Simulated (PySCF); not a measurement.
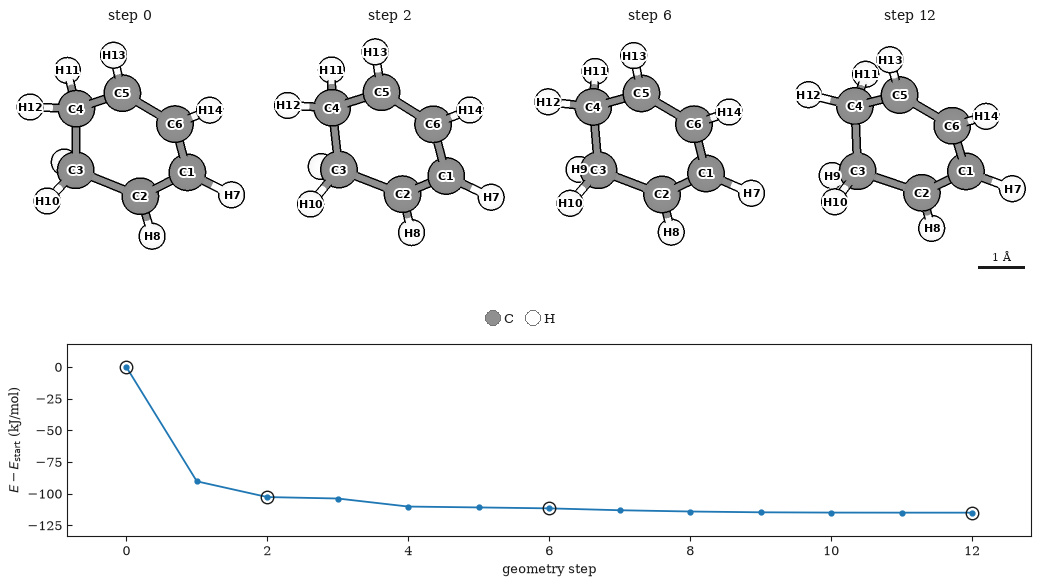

Frames of a relaxation of C$_{6}$H$_{8}$, marked on the history of the run. The picture is a ball-and-stick view, seen from a free direction.

The start comes from MMFF94s. Its atoms were then displaced at random by about 0.03 Å.

These are results of PySCF, PBE0-D3(BJ)/def2-SVP geometry optimisation, gas phase, not measurements. 

Describe the path.

Answer. The energy falls by 114.9 kJ/mol in 12 geometry steps. The atom that moves furthest after the best rigid fit is H9 (0.47 Å). Largest moves by element: H 0.47 Å, C 0.15 Å. Near-neighbour distances that change, for instance: C1–C6 1.350 → 1.463 Å, C1–C2 1.441 → 1.344 Å, C4–C5 1.418 → 1.503 Å, C3–H10 1.026 → 1.109 Å. Bond angles that change, for instance: C3–C4–C5 122.5° → 111.9°, H11–C4–H12 97.8° → 105.8°, H9–C3–H10 113.0° → 105.8°. Groups turn about C3–C4 by about 30°. The run took 73 s on 1 thread of Arm Neoverse V1 (shared host). From step 0 to 2: H9 moves most (0.13 Å), energy −102.6 kJ/mol. From step 2 to 6: H atoms move most (0.11 Å), energy −8.92 kJ/mol. From step 6 to 12: H atoms move most (0.26 Å), energy −3.40 kJ/mol.
